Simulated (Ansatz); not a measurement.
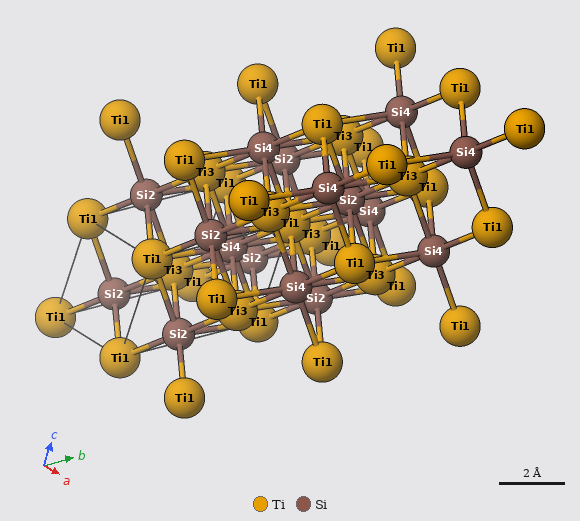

Starting structure of a crystal of TiSi (set up in Pm-3m). Style: ball-and-stick. Shown: the cell of the calculation, repeated 2 × 2 × 2 with one cell outlined, slightly off an axis.

Case: 2 of 4 Ti sites taken by Si, cell and atoms relaxed.

The calculation used Ansatz 0.2.0, DFT r2SCAN, scalar-relativistic, plane waves, PAW.

Input
```yaml
crystal:
  lattice:
    - [0.0, -3.1482442955, 3.1482442955]
    - [3.1482442955, -3.1482442955, 0.0]
    - [3.1482442955, 0.0, 3.1482442955]
  atoms:
    - { symbol: Ti, position: [0.0, 0.0, 0.0] }
    - { symbol: Si, position: [0.25, 0.25, 0.25] }
    - { symbol: Ti, position: [0.5, 0.5, 0.5] }
    - { symbol: Si, position: [0.75, 0.75, 0.75] }
basis:
  ecutwfc: 500
kpoints:
  mp_grid: { grid: [12, 12, 12] }
hamiltonian:
  xc: r2scan
scf:
  occupations: { method: gaussian, width: 0.1 }
output:
  forces: true
  stress: true
  eigenvalues: true
  write_density: true
  write_potential: true
  elf: true
  volumetric_format: npy
relax:
  adjacent_minimum: "off"
  f_tol: 0.015
  max_steps: 60
  cell: { stress_tol: 0.15 }
```

Run as
```bash
ansatz run input.yaml --threads 1 --pin off --max-ram 2560MiB --backend cpu --events-out ev --progress --plain --runs-dir out
```

Q: What does the optimiser find from here?

A: The atoms keep their places relative to the cell (all moves are under 0.005 Å). The drawn cell changes as follows: a = b = c 4.452 → 4.383 Å (−1.5 %); the volume changes by −4.6 %. Near-neighbour distances that change, for instance: Ti1–Ti3 3.148 → 3.099 Å, Si2–Ti3 2.726 → 2.684 Å. The space group stays Pm-3m (No. 221). After 3 accepted moves (4 points after the start) the energy has fallen by 52.7 meV per cell of the calculation. All forces vanish by symmetry, so only the cell relaxes. Pressure: −5.66 GPa at the start and −0.02 GPa at the end. At 1 point the geometry stayed and the basis and grid were re-selected for the new cell (energy shift of 0.9 meV per cell of the calculation at most each time).

After the run, drawn alike:

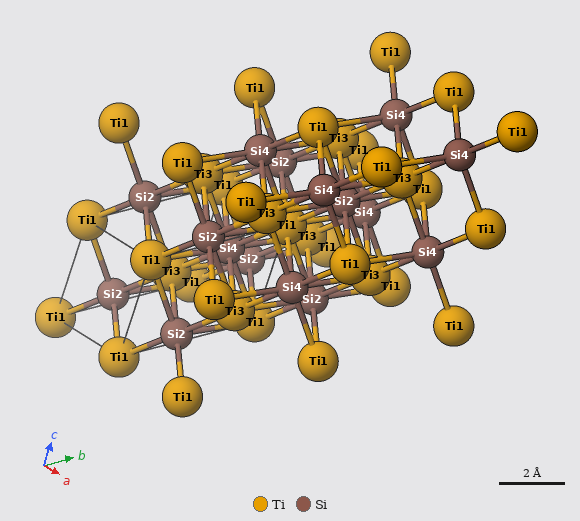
